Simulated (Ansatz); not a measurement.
System: HfO₂, space group P4_2/nmc (No. 137).

Starting cell:
```xyz
6
Lattice="3.5768 0.0000 0.0000 0.0000 3.5768 0.0000 0.0000 0.0000 5.2027" Properties=species:S:1:pos:R:3 pbc="T T T"
Hf    1.7884    1.7884    2.6013
Hf    0.0000    0.0000    0.0000
O     0.0000    1.7884    3.6219
O     1.7884    0.0000    4.1821
O     1.7884    0.0000    1.5808
O     0.0000    1.7884    1.0206
```

How it was computed, with Ansatz 0.2.0: one atom of a crystal moved over a plane, all else fixed, by plane-wave density functional theory with PAW datasets, free energies less that of the undisturbed cell. Level: r2SCAN, no spin polarisation.

```json
{"setting": "wave cutoff", "value": "500 eV"}
{"setting": "k mesh", "value": "6×6×6"}
{"setting": "occupations", "value": "Gaussian"}
{"setting": "smearing width", "value": "0.05 eV"}
{"setting": "k shift", "value": "(0, 0, 0) (mesh steps)"}
{"setting": "start", "value": "relaxed"}
{"setting": "moved atom", "value": "3"}
{"setting": "direction 1", "value": "(0, 1, 0) (Cartesian unit vector)"}
{"setting": "direction 2", "value": "(0, 0, 1) (Cartesian unit vector)"}
```

Predict the map of the energy change over displacement d2 and displacement d1. The grid: displacement d2 −0.45, −0.225, 0, 0.225, 0.45 Å; displacement d1 −0.45, −0.225, 0, 0.225, 0.45 Å.

At the origin the energy is lower than all eight neighbouring grid points, so a minimum lies at or close to the given structure. The energy change is least, 0.00 eV/cell, at displacement d2 of 0 Å and displacement d1 of 0 Å, and largest, 3.38 eV/cell, at displacement d2 of 0.45 Å and displacement d1 of −0.45 Å (and at equivalent points). Near the origin the softest direction lies along displacement d1; the curvature across the valley is 2.3 times that along it.

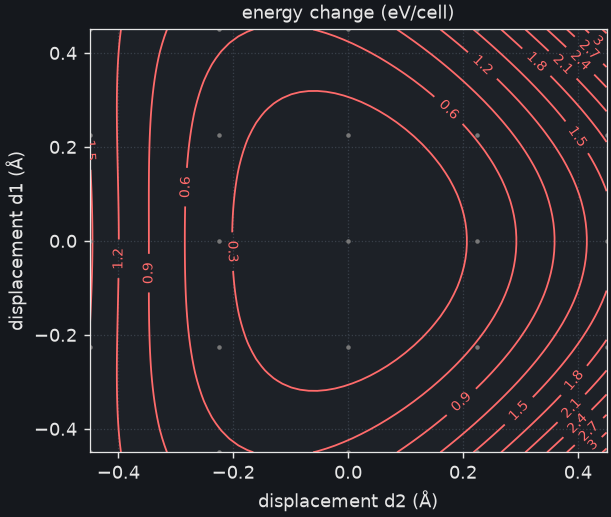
